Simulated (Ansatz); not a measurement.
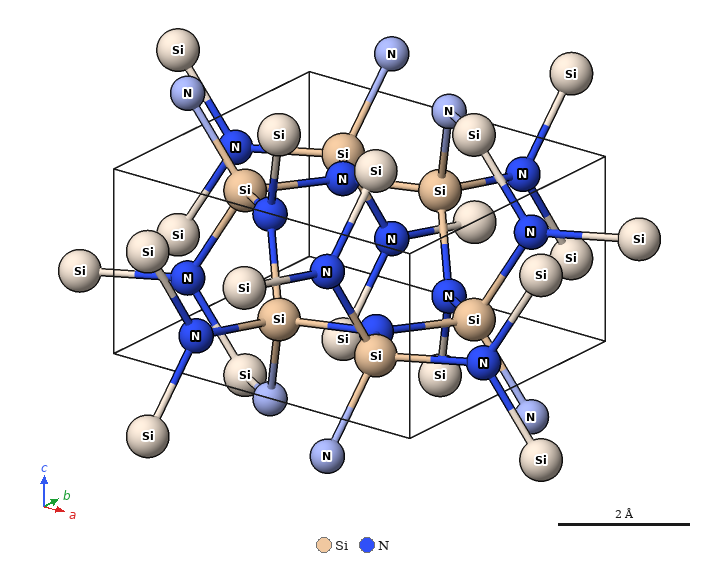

This ball-and-stick model is shown slightly off an axis. The conventional unit cell is outlined; an atom on or near a face, edge or corner is repeated at each equivalent position. Atoms of adjacent cells appear where they bond to atoms in the box, in fainter colours.

Si3N4, space group P6_3/m (No. 176), a = 7.606 Å, b = 7.606 Å, c = 2.906 Å, α = 90.00°, β = 90.00°, γ = 120.00°. It goes back to a structure listed in the Materials Project. Earlier steps of the study may have refined or changed the cell and positions. It went into a calculation with Ansatz.

This one geometry was computed with Ansatz (DFT, plane waves, PAW) at four levels of theory: PBE, PBE0, r2SCAN and HSE06. It was relaxed beforehand with r2SCAN.

Which level gives the highest pressure at this volume, and what does that say about its equilibrium volume?

Highest: PBE (5.7 GPa), which points to the largest equilibrium volume. Lowest, with the smallest volume: PBE0 (-0.8 GPa) and HSE06 (-0.7 GPa). Levels within 0.5 GPa of each other can't be told apart.

How does the band gap change with the level of theory?

PBE: a gap of 4.34 eV, indirect; r2SCAN: a gap of 4.99 eV, indirect; HSE06: a gap of 5.77 eV, indirect; PBE0: a gap of 6.54 eV, indirect.

Collect the results in a table.

| level | cutoff (eV) | k-mesh of the run's cell | gap (eV) | pressure (GPa) |
| --- | --- | --- | --- | --- |
| PBE | 420 | 6×6×8 | 4.34 | 5.7 |
| PBE0 | 420 | 3×3×6 | 6.54 | -0.8 |
| r2SCAN | 500 | 6×6×8 | 4.99 | 0.0 |
| HSE06 | 420 | 3×3×6 | 5.77 | -0.7 |

Gaps are taken on the k-mesh or band path of each run.
